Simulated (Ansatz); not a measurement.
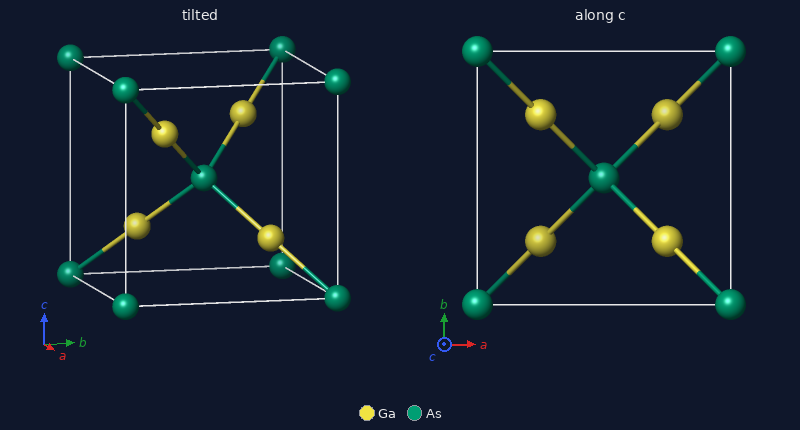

Drawn in the ball-and-stick manner and seen slightly off an axis and along the c axis. The lines enclose the conventional unit cell; boundary atoms appear with their images. Cell: a = 5.75 Å, b = 5.75 Å, c = 5.75 Å, α = 90.00°, β = 90.00°, γ = 90.00°.

Provenance: a structure type filled with these elements by a generator (whether the compound takes this form wasn't checked). Earlier steps of the study may have refined or changed the cell and positions. It went into a calculation with Ansatz.

State composition, symmetry and coordination.

Answer. Its composition is Ga$_{2}$As. Its lattice is primitive cubic, its space group Pn-3m (No. 224). It belongs to the family called cuprite (Cu₂O) type. In the cell are 4 Ga, 2 As, which makes 2 formula units. Ga bonds to two As in a linear arrangement at about 2.5 Å. Each As atom has four Ga in a tetrahedral arrangement at about 2.5 Å around it. The bonds build a three-dimensional framework.

Computational set-up: DFT PBE, scalar-relativistic, plane waves, PAW (Ansatz), 420 eV cutoff, the zone sampled with 8×8×8 points, Gaussian smearing of 0.1 eV, no spin polarisation.

Is the electronic structure metallic or gapped?

Answer. A metal: bands cross the Fermi level.

What does a Bader analysis give?

Answer. Ga +0.24 e; As -0.47 e.

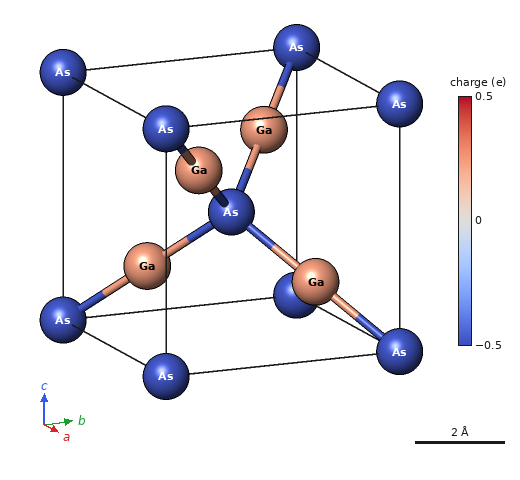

The atoms coloured by those charges. The run's cell of 6 atoms is drawn.

Has the structure come to rest?

Answer. Yes. All forces vanish to within 0.01 eV/Å. The pressure is 0.0 GPa, close to zero.
